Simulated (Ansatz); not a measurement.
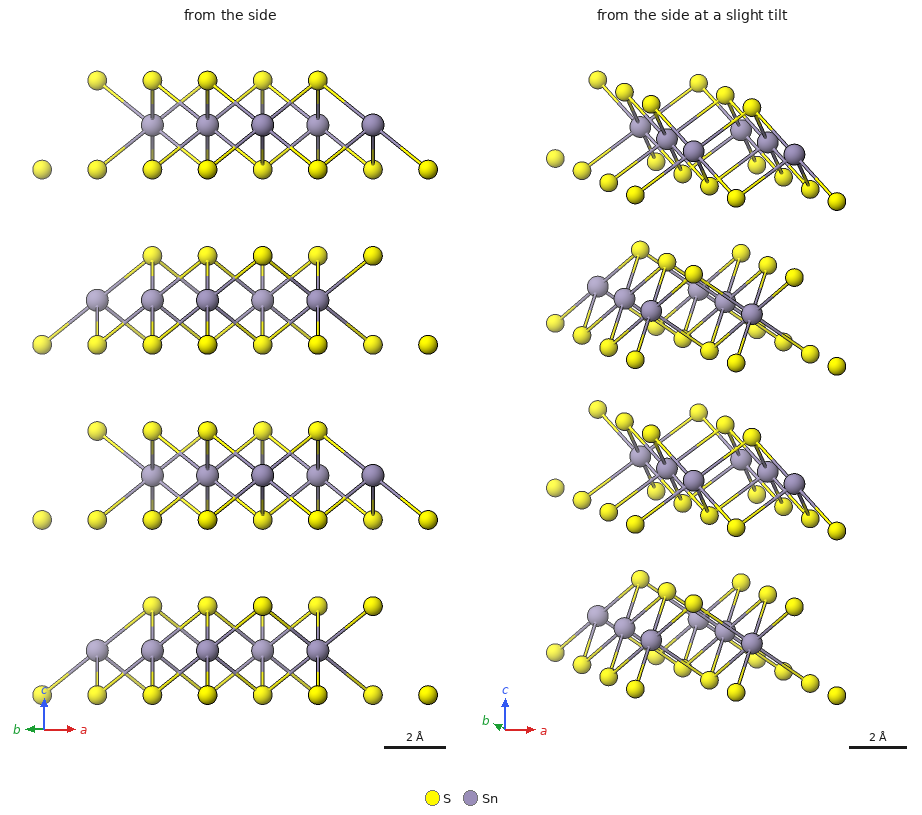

A ball-and-stick picture of a periodic slab, seen from the side and from the side at a slight tilt. The surface normal points up in side views; the vacuum is left out. 2×3 cells are drawn in the plane, with atoms at the edges repeated.

The cell holds 4 Sn, 8 S. The slab was cut from bulk SnS2 (P6_3mc).

Question: Give the termination of both faces.

Answer: The top face ends in S, the bottom face in S. The two faces are alike.

Question: What is the slab's thickness, atom centre to atom centre?

Answer: About 20 Å from the lowest to the highest atom.

Question: Name the atomic layers in order from the top face down.

Answer: Twelve planes: S / Sn / S / S / Sn / S / S / Sn / S / S / Sn / S.

Question: Give the Miller indices of the face.

Answer: (0 0 1).

Method: DFT PBE+D3(BJ), scalar-relativistic, plane waves, PAW in Ansatz 0.2.0; wavefunction cutoff 420 eV, 9×9×1 k-mesh, Gaussian smearing of 0.05 eV, no spin polarisation.

Question: At what depth below vacuum (top side) do the band edges lie?

Answer: The valence edge lies 6.59 eV below it (ionisation potential) and the conduction edge 5.29 eV (electron affinity). These are Kohn-Sham band edges, only estimates of the true removal and addition energies, and on cut faces they can belong to dangling-bond states in place of the bulk bands.

Provenance: a structure listed in the Materials Project, from which a slab was cut. The atoms were relaxed in a fixed cell with DFT PBE+D3(BJ), scalar-relativistic, plane waves, PAW (Ansatz 0.2.0), but for six held in place.
